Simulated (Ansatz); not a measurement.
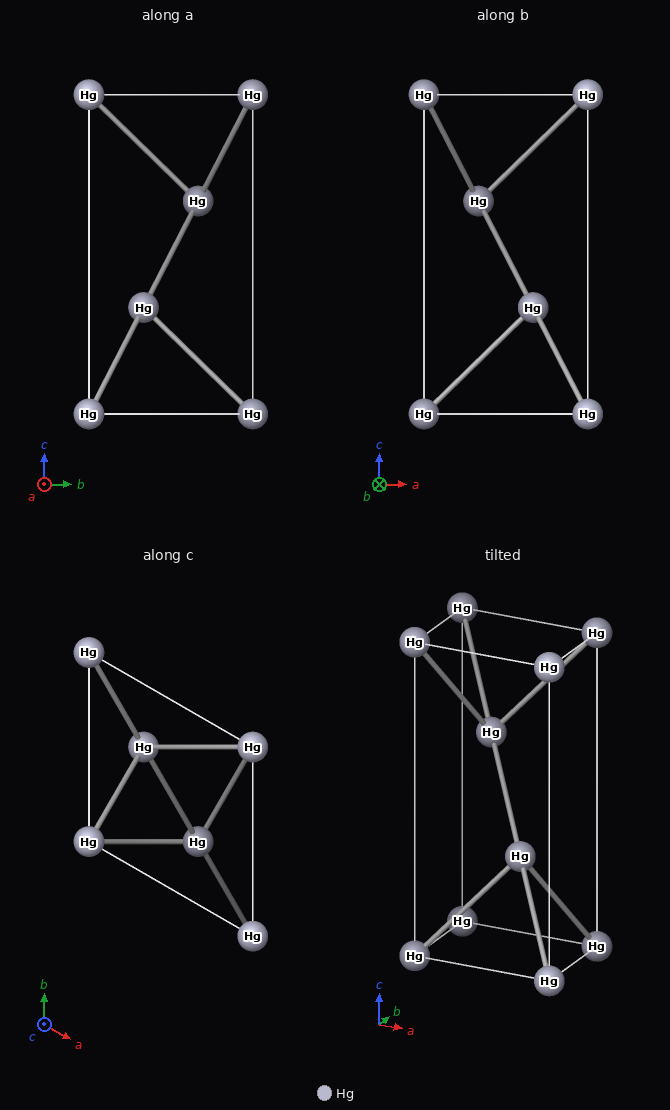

An orthographic ball-and-stick view of the structure, along the a axis, along the b axis, along the c axis and slightly off an axis. The conventional unit cell is outlined; an atom on or near a face, edge or corner is repeated at each equivalent position.

Lattice parameters: a = 3.8762 Å, b = 3.8762 Å, c = 6.5455 Å, α = 90.000°, β = 90.000°, γ = 120.000°.

> Put the structure into a CIF with its space group and independent sites.

```cif
data_structure
_symmetry_space_group_name_H-M 'R -3 m :H'
_symmetry_Int_Tables_number 166
_cell_length_a 3.8762
_cell_length_b 3.8762
_cell_length_c 6.5455
_cell_angle_alpha 90.000
_cell_angle_beta 90.000
_cell_angle_gamma 120.000
_cell_volume 85.17
loop_
_atom_site_label
_atom_site_type_symbol
_atom_site_symmetry_multiplicity
_atom_site_Wyckoff_symbol
_atom_site_fract_x
_atom_site_fract_y
_atom_site_fract_z
_atom_site_occupancy
Hg1 Hg 3 a 0.0000 0.0000 0.0000 1
```

Origin of the cell: a structure type known for this element. The geometry comes from a coarse first relaxation with DFT PBE, scalar-relativistic, plane waves, PAW (Ansatz).
